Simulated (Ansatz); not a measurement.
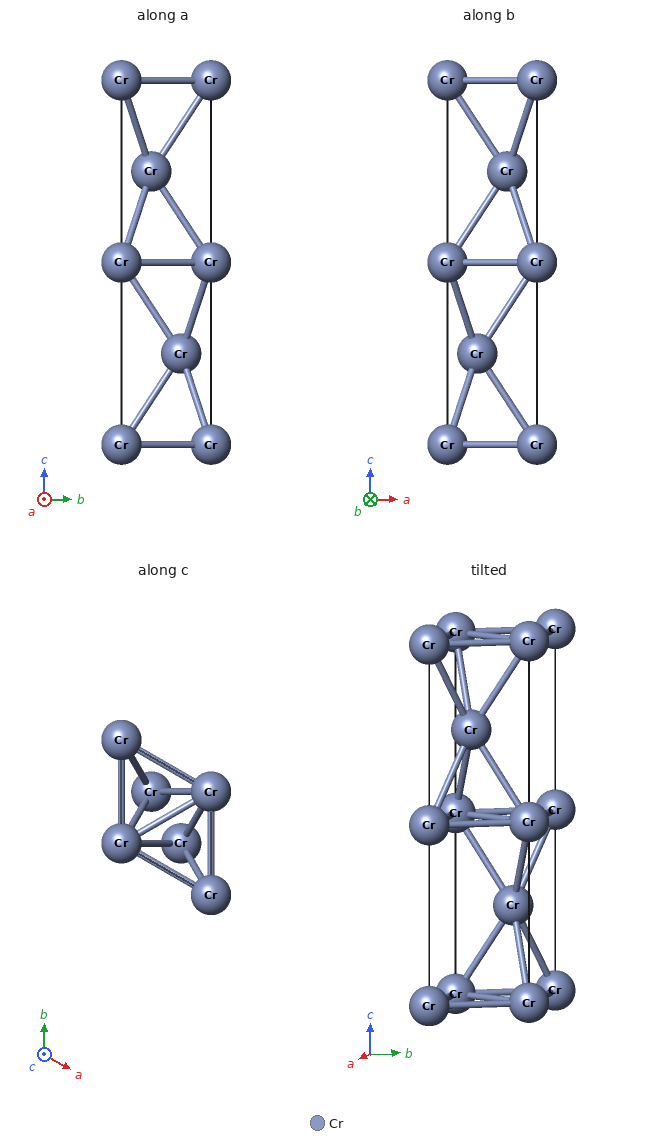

The image is a ball-and-stick drawing of a crystal, viewed along the a axis, along the b axis, along the c axis and slightly off an axis. Atoms at the boundary of the conventional unit cell (the box) are drawn once for each face, edge or corner they touch.

Lattice parameters: a = 2.532 Å, b = 2.532 Å, c = 8.922 Å, α = 90.00°, β = 90.00°, γ = 120.00°. Put a along x and b in the xy plane.

**Turn the picture into a POSCAR file.**

```
Cr
1.0
     2.532    0.000    0.000
    -1.266    2.193    0.000
     0.000    0.000    8.922
Cr
4
Direct
  0.0000 0.0000 0.0000
  0.0000 0.0000 0.5000
  0.3333 0.6667 0.2500
  0.6667 0.3333 0.7500
```

The structure was taken from a structure type filled with this element by a generator (whether the element takes this form wasn't checked). Earlier steps of the study may have refined or changed the cell and positions. Ansatz was used for an electronic-structure calculation on it.

At this level of theory the cell isn't at rest (stretched, at -17 GPa), so its distances can differ from those at equilibrium, the more so the softer the solid.
